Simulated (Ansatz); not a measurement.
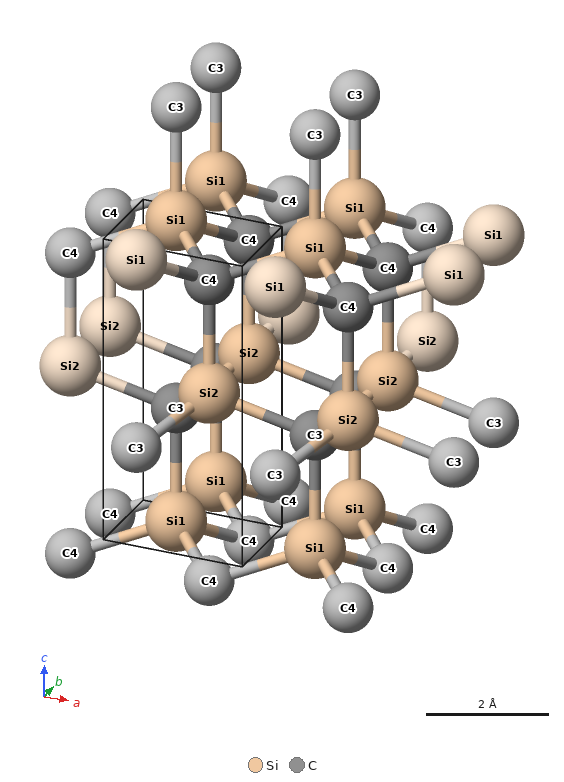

**Figure 1.** The starting structure (ball-and-stick view of the cell of the calculation, repeated 2 × 2 × 1, seen slightly off an axis; neighbours outside the cell are drawn fainter; atoms are numbered from 1 in the order of the input). An atom can appear more than once, as a periodic image. Near neighbours in the periodic cell (some may lie outside the picture): Si has 4 C at 1.89 to 1.91 Å; C has 4 Si at 1.89 to 1.91 Å.

## SiC: geometry relaxation

SiC (P6₃mc, 4 atoms in the cell), computed with DFT PBE, scalar-relativistic, plane waves, PAW, PAW set soft_1, no spin polarisation (Ansatz 0.2.0).

The structure derives from an entry of the Crystallography Open Database. Figures and captions count atoms from 1; the log counts them from 0 in places.

The program's output
```
Engine: ansatz 0.2.0, aarch64-unknown-linux-gnu
Pseudopotentials: kind: paw
Pseudopotential: Si, paw, valence charge 4, recommended cutoff 420 eV (normal), [file]
Pseudopotential: C, paw, valence charge 4, recommended cutoff 420 eV (normal), [file]
Functional definition: PBE
  parameter kappa = 0.804
  parameter beta = 0.06672455060314922
  exchange = pbe_x(kappa = kappa, mu = beta*pi^2/3)
  correlation = pbe_c(beta = beta)
Crystal: 4 atoms, lattice volume = 42.009 Å³
Basis set: ecut = 420 eV, 809 PW (Γ), exchange–correlation on 48×48×72 points (8 copies of the dense FFT grid, shifted against one another)
Bands: 12, of which v1, the nominal top of the filled ones, is band 8 counted from 1 (7 counted from 0)
Symmetry: 12 space group operations
Space group: P63mc (ITA 186), of the structure as read, at distance tolerance 3.5e-5 Å
k-points: 76 of 864 (time reversal used)
Non-local potential: Si, projectors of the file, l = 0: 2, l = 1: 2, l = 2: 1
Non-local potential: C, projectors of the file, l = 0: 2, l = 1: 2, l = 2: 1
PAW form: soft (Blöchl's): semilocal exchange-correlation on the pseudo side does not see the compensation charge
PAW one-centre angular grid: Si, 110 points (default); XC on 64 Gauss nodes
PAW one-centre angular grid: C, 110 points (default); XC on 64 Gauss nodes
Initial density: superposition of atomic densities (chi_scale 0.1, normalization cell, long waves kept (reshape's long-wave potential 0.00 eV rms))
Initial wavefunctions: pseudopotential atomic-orbital guess
Functional: x = pbe(κ = 0.804, μ = 0.2195149727645171), c = pbe(β = 0.06672455060314922)
SCF iter   1: F=—  HF=-1777.245641 eV  |F-HF|=—  |Δ(HF+E_count)|=         —  Δρ=1.36e-1  dr2=9.52e0  ethr=3.10e-3  ⟨swp⟩=6.0  Hψ=6533  notcnv=0
preconditioner: auto → none  [insulator: Δε(μ)=4.348 eV  Ē_g=12.639 eV  σ=0.020 eV  W_gap=1.00  n_scr=2 (ndim 8)  ℏωp=22.9 eV  f_vac=0.000  D(μ)=0.00/eV (n_scr^D=0)  ε∞_Penn≈4.3]
SCF iter   2: F=—  HF=-1774.473312 eV  |F-HF|=—  |Δ(HF+E_count)|=    2.77e0  Δρ=4.92e-2  dr2=6.35e-1  ethr=3.10e-3  ⟨swp⟩=4.2  Hψ=3008  notcnv=0
SCF iter   3: F=—  HF=-1774.318591 eV  |F-HF|=—  |Δ(HF+E_count)|=   1.55e-1  Δρ=1.96e-2  dr2=8.37e-2  ethr=3.10e-3  ⟨swp⟩=2.4  Hψ=1999  notcnv=0
SCF iter   4: F=—  HF=-1774.314426 eV  |F-HF|=—  |Δ(HF+E_count)|=   4.16e-3  Δρ=1.44e-3  dr2=6.87e-4  ethr=5.23e-4  ⟨swp⟩=2.0  Hψ=1232  notcnv=0
SCF iter   5: F=—  HF=-1774.314630 eV  |F-HF|=—  |Δ(HF+E_count)|=   2.04e-4  Δρ=2.41e-4  dr2=8.68e-6  ethr=4.29e-6  ⟨swp⟩=2.4  Hψ=1517  notcnv=0
SCF iter   6: F=—  HF=-1774.314584 eV  |F-HF|=—  |Δ(HF+E_count)|=   4.56e-5  Δρ=7.16e-5  dr2=1.28e-6  ethr=5.43e-8  ⟨swp⟩=2.0  Hψ=1520  notcnv=0
SCF iter   7: F=-1774.314584 eV  HF=-1774.314584 eV  |F-HF|=2.81e-8  |Δ(HF+E_count)|=   3.89e-7  Δρ=1.60e-5  dr2=5.62e-8  ethr=6.25e-10  ⟨swp⟩=3.4  Hψ=4044  notcnv=0
SCF 1 converged in 7 iterations: F = -1774.314584 eV  dr2 = 5.62e-8
  greatest PAW one-centre occupation: 0.646 electrons in one spin orbital (limit 2), on the C atom at site 3 (counted from 0), in its partial waves of l = 0
relax step   1: F+E_penalty+E_count = -1774.31458406 eV  Δ(F+E_penalty+E_count) = +0.000e0 eV  max|allowed force component| = 1.555e-3 eV/Å  Δτ_max = 0.0000 Å  P = +0.010 GPa  Ω = 42.009 Å³  (7 SCF iters, dr2 threshold 1.00e-7 eV, accepted)
Crystal: 4 atoms, lattice volume = 42.010 Å³
Initial density: handed on by an earlier stage of this run
Initial wavefunctions: those handed on with the density
iter 1 solved again at ethr=4.60e-9 eV; its pass at ethr=3.10e-3 eV (dr2=7.37e-7 eV) is discarded
SCF iter   1: F=—  HF=-1774.314644 eV  |F-HF|=—  |Δ(HF+E_count)|=         —  Δρ=5.63e-5  dr2=1.04e-6  ethr=4.60e-9  ⟨swp⟩=2.7  Hψ=6809  notcnv=0
preconditioner: auto → none  [insulator: Δε(μ)=2.309 eV  Ē_g=11.811 eV  σ=0.020 eV  W_gap=1.00  n_scr=2 (ndim 8)  ℏωp=22.9 eV  f_vac=0.000  D(μ)=0.00/eV (n_scr^D=0)  ε∞_Penn≈4.8]
SCF iter   2: F=—  HF=-1774.314587 eV  |F-HF|=—  |Δ(HF+E_count)|=   5.74e-5  Δρ=2.33e-5  dr2=1.44e-7  ethr=4.60e-9  ⟨swp⟩=2.4  Hψ=1493  notcnv=0
SCF iter   3: F=-1774.314587 eV  HF=-1774.314587 eV  |F-HF|=2.44e-10  |Δ(HF+E_count)|=   1.93e-8  Δρ=3.90e-6  dr2=3.16e-9  ethr=1.26e-10  ⟨swp⟩=5.3  Hψ=3768  notcnv=0
SCF 2 converged in 3 iterations: F = -1774.314587 eV  dr2 = 3.16e-9
relax step   2: F+E_penalty+E_count = -1774.31458690 eV  Δ(F+E_penalty+E_count) = -2.838e-6 eV  max|allowed force component| = 2.126e-3 eV/Å  Δτ_max = 0.0002 Å  P = +0.003 GPa  Ω = 42.010 Å³  energy of the carried Pulay correction = -9.672e-7 eV  (3 SCF iters, dr2 threshold 2.01e-8 eV, accepted)
Initial wavefunctions: pseudopotential atomic-orbital guess (no wavefunctions were taken with the density)
iter 1 solved again at ethr=6.18e-8 eV; its pass at ethr=3.10e-3 eV (dr2=9.90e-6 eV) is discarded
SCF iter   1: F=—  HF=-1774.314641 eV  |F-HF|=—  |Δ(HF+E_count)|=         —  Δρ=5.26e-6  dr2=4.64e-9  ethr=6.18e-8  ⟨swp⟩=3.6  Hψ=9828  notcnv=0
SCF iter   2: F=—  HF=-1774.314584 eV  |F-HF|=—  |Δ(HF+E_count)|=   5.68e-5  Δρ=2.13e-6  dr2=6.13e-10  ethr=2.90e-11  ⟨swp⟩=3.3  Hψ=2019  notcnv=0
SCF iter   3: F=—  HF=-1774.314584 eV  |F-HF|=—  |Δ(HF+E_count)|=  3.45e-10  Δρ=1.05e-6  dr2=1.29e-10  ethr=3.83e-12  ⟨swp⟩=2.0  Hψ=1519  notcnv=0
SCF iter   4: F=-1774.314584 eV  HF=-1774.314584 eV  |F-HF|=9.09e-12  |Δ(HF+E_count)|=  1.36e-10  Δρ=3.50e-7  dr2=3.18e-11  ethr=1.00e-12  ⟨swp⟩=5.1  Hψ=3450  notcnv=0
SCF 3 converged in 4 iterations: F = -1774.314584 eV  dr2 = 3.18e-11
relax step   3: F+E_penalty+E_count = -1774.31458387 eV  Δ(F+E_penalty+E_count) = +3.024e-6 eV  max|allowed force component| = 2.120e-3 eV/Å  Δτ_max = 0.0000 Å  P = +0.003 GPa  Ω = 42.010 Å³  stress off target by 3.34e-2 GPa  SCF on the basis re-selected at this cell (its energy is not comparable with the rows above)  (4 SCF iters)
```

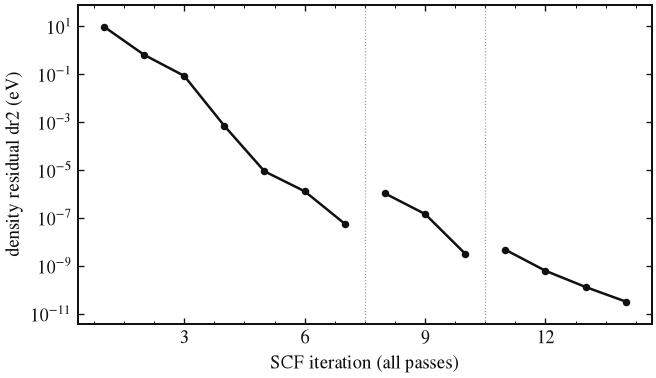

**Figure 2.** Convergence of the self-consistent field: density residual dr2 against the SCF iteration. The dotted lines part the SCF passes of the relaxation: geometry steps, rejected trials and re-solves on a re-selected basis. The passes take 7, 3 and 4 iterations.

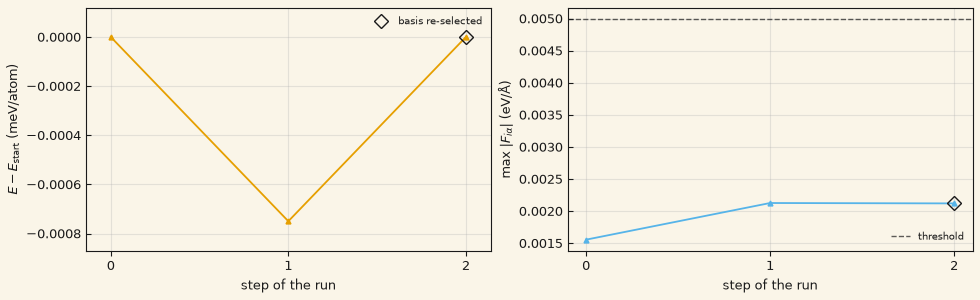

**Figure 3.** Progress of the relaxation, step by step (the first geometry is step 0 here and step 1 in the log). After 1 geometry step the energy has fallen by next to nothing (0.0 meV per atom). The largest force component goes from 0.0016 to 0.0021 eV/Å. Pressure: 0.01 GPa at the start and 0.00 GPa at the end. No atom moves by more than 0.005 Å relative to the cell. The space group stays P6_3mc (No. 186). A last SCF at the same geometry on a re-selected plane-wave basis shifts the energy by +0.0 meV per atom. (Atoms are counted from 1 in the order of the input.)

```
basis re-selected at this cell: Δ(F+E_penalty+E_count) = +3.024e-6 eV, ΔP = -0.000 GPa vs the last step (what re-selecting the basis moved, of the pressure what is left beyond the Pulay correction that the steps carried, after the strain that the cell walked since its last selection, with what the two solves' SCF thresholds leave and, on support functions, any second-order correction that the steps lacked; it is no measure of the basis error at this ecutwfc). This SCF's stress stands 3.34e-2 GPa from its target on what of the cell is left free (relax.cell.stress_tol is 5.00e-2 GPa) and its largest allowed force component is 2.12e-3 eV/Å (relax.f_tol is 5.00e-3 eV/Å): within both
SCF converged after 4 iterations
Free energy (F): -1774.314584 eV
Harris-Foulkes:  -1774.314584 eV  (|F-HF|=9.09e-12)
Internal energy: -1774.314584 eV  (E = F + TS)
E sigma→0 (E₀):  -1774.314584 eV
Fermi energy:    10.591321 eV
--- Per-component energies (eV) ---
  E_band       = 55.059572
  E_kinetic    = 265.258910
  E_local      = -194.518107  (includes V_loc(G=0)·N_el)
  E_nonlocal   = 89.966263
  E_hartree    = 64.879313
  E_xc         = -210.868824
  E_vxc        = -216.785716  (∫ρ·V_xc dr)
  E_paw        = -1223.128414  (= ΣΔE_a)
  E_vpaw       = -18.620575  (= ΣTr[D̂ρ^β])
  E_aug_tail   = 0.000106  (compensation charges beyond the density's cutoff)
  E_ewald      = -565.903831
  E_smearing   = -0.000000  (= −TS)
  E_closure    = 0.000000  (closes the sum)
  Σ components = -1774.314584   (vs F -1774.314584, Δ=0.00e0)
--- Forces (eV/Å), atoms counted from 1 ---
  atom   1  Si     0.00000000    -0.00000000     0.00212002
  atom   2  Si     0.00000000     0.00000000     0.00212002
  atom   3  C     -0.00000000    -0.00000000    -0.00211978
  atom   4  C      0.00000000     0.00000000    -0.00211978
  max |Σ_I F_I| component: 4.65e-7 eV/Å
--- Stress (GPa, compression-positive) ---
       -0.012329      -0.000000       0.000000
        0.000000      -0.012329       0.000000
        0.000000       0.000000       0.033358
  P = ⅓ Tr σ = 0.0029 GPa (0.029 kbar)
--- Band table (eV; the first three rows and the last of 76) ---
  k-point 0: bands = ["-6.0116", "-2.5012", "0.8248", "8.1263", "8.1263", "9.3296", "9.4367", "9.4367", "14.1025", "15.4616", "16.0121", "16.0121"]
  k-point 1: bands = ["-5.8776", "-3.0318", "1.5739", "8.2016", "8.2016", "8.5940", "9.3341", "9.3341", "14.2278", "16.0063", "16.0611", "16.0611"]
  k-point 2: bands = ["-5.4795", "-3.9739", "3.1572", "6.9447", "8.4153", "8.4153", "9.0664", "9.0664", "14.5982", "15.9385", "16.2688", "16.2688"]
  k-point 75: bands = ["-1.2924", "-1.2924", "1.7328", "1.7328", "3.8746", "3.8746", "7.7102", "7.7102", "14.4325", "14.4325", "15.4299", "15.4299"]
--- Relaxed structure (2 steps of the walk, 2 accepted, 1 SCFs on fresh bases) ---
  F+E_penalty+E_count = -1774.31458387 eV   max|allowed force component| = 2.120e-3 eV/Å   (the final SCF, on the basis selected at the relaxed cell)
  cell:  # Å, volume = 42.0096 Å³
    - [3.0920147287039406, 2.8871924343064072e-11, -1.78414416277504e-36]
    - [-1.5460073643769743, 2.6777633039188253, 8.920720814019477e-37]
    - [-2.928985618485243e-36, 0.0, 5.073820939295489]
  atoms:
    - { symbol: Si, position: [0.3333333333333333, 0.6666666666666666, 0.004563948635656977] }
    - { symbol: Si, position: [0.6666666666666666, 0.3333333333333333, 0.504563948635657] }
    - { symbol: C, position: [0.3333333333333333, 0.6666666666666666, 0.3804360513643431] }
    - { symbol: C, position: [0.6666666666666666, 0.3333333333333333, 0.8804360513643431] }
```

Trajectory as extended XYZ (Å, eV, eV/Å), 3 frames, from step=1 to step=3
```
4
Lattice="3.0915 0.0000 0.0000 -1.5458 2.6773 0.0000 0.0000 0.0000 5.0753" Properties=species:S:1:pos:R:3:forces:R:3 step=1 energy=-1774.31458 pressure_GPa=0.01
Si    0.0000    1.7849    0.0234    0.0000   0.0000  -0.0015
Si    1.5458    0.8924    2.5610    0.0000   0.0000  -0.0015
C     0.0000    1.7849    1.9306    0.0000   0.0000   0.0016
C     1.5458    0.8924    4.4682    0.0000   0.0000   0.0016
4
Lattice="3.0920 0.0000 0.0000 -1.5460 2.6778 0.0000 0.0000 0.0000 5.0738" Properties=species:S:1:pos:R:3:forces:R:3 step=2 energy=-1774.31459 pressure_GPa=0.00
Si    0.0000    1.7852    0.0232    0.0000   0.0000   0.0021
Si    1.5460    0.8926    2.5601    0.0000   0.0000   0.0021
C     0.0000    1.7852    1.9303    0.0000   0.0000  -0.0021
C     1.5460    0.8926    4.4672    0.0000   0.0000  -0.0021
4
Lattice="3.0920 0.0000 0.0000 -1.5460 2.6778 0.0000 0.0000 0.0000 5.0738" Properties=species:S:1:pos:R:3:forces:R:3 step=3 energy=-1774.31458 pressure_GPa=0.00
Si    0.0000    1.7852    0.0232    0.0000   0.0000   0.0021
Si    1.5460    0.8926    2.5601    0.0000   0.0000   0.0021
C     0.0000    1.7852    1.9303    0.0000   0.0000  -0.0021
C     1.5460    0.8926    4.4672    0.0000   0.0000  -0.0021
```

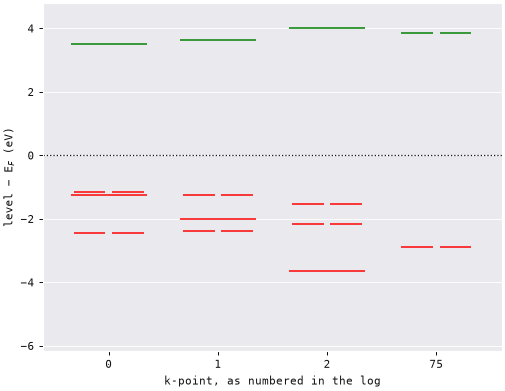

**Figure 4.** Kohn–Sham levels near the Fermi level (dotted) at the few k-points that the log prints; levels within 0.02 eV of each other stand side by side. Among these points the highest filled and lowest empty levels are 4.67 eV apart; the gap on the full mesh, 2.31 eV, has an edge at a point that isn't printed.

This output came from the following input.

The input
```yaml
crystal:
  lattice:
    - [3.0915302473, 0.0, 0.0]
    - [-1.5457651237, 2.6773437307, 0.0]
    - [0.0, 0.0, 5.0752892184]
  atoms:
    - { symbol: Si, position: [0.3333333333, 0.6666666667, 0.0046073611] }
    - { symbol: Si, position: [0.6666666667, 0.3333333333, 0.5046073611] }
    - { symbol: C, position: [0.3333333333, 0.6666666667, 0.3803926389] }
    - { symbol: C, position: [0.6666666667, 0.3333333333, 0.8803926389] }
basis:
  ecutwfc: 420
kpoints:
  mp_grid: { grid: [12, 12, 6] }
hamiltonian:
  xc: pbe
  pseudopotentials: { kind: paw, azcp: { folder: soft_1 } }
scf:
  occupations: { method: gaussian, width: 0.02 }
output:
  forces: true
  stress: true
  eigenvalues: true
relax:
  adjacent_minimum: "off"
  f_tol: 0.005
  max_steps: 80
  cell: { stress_tol: 0.05 }
```

Command:
```bash
ansatz run input.yaml --threads 1 --pin off --max-ram 3072MiB --backend cpu --events-out ev --progress --plain --runs-dir out
```

Summary

```csv
quantity,value
outcome,converged
space group (tolerance 0.01 Å),P6₃mc (186)
electrons treated,16
free energy,−1774.3146 eV
Fermi energy,10.591 eV
gap on the k-point mesh,2.31 eV
pressure,0.00 GPa
final volume,42.01 Å³
largest force (length of the vector) at the end,0.002 eV/Å
final cell,"a = 3.092 Å, b = 3.092 Å, c = 5.074 Å, α = 90.00°, β = 90.00°, γ = 120.00°"
hardware,"1 thread of Arm Neoverse V2, 24 GiB of memory available, shared host"
wall time,13 s
peak memory,0.33 GiB
```
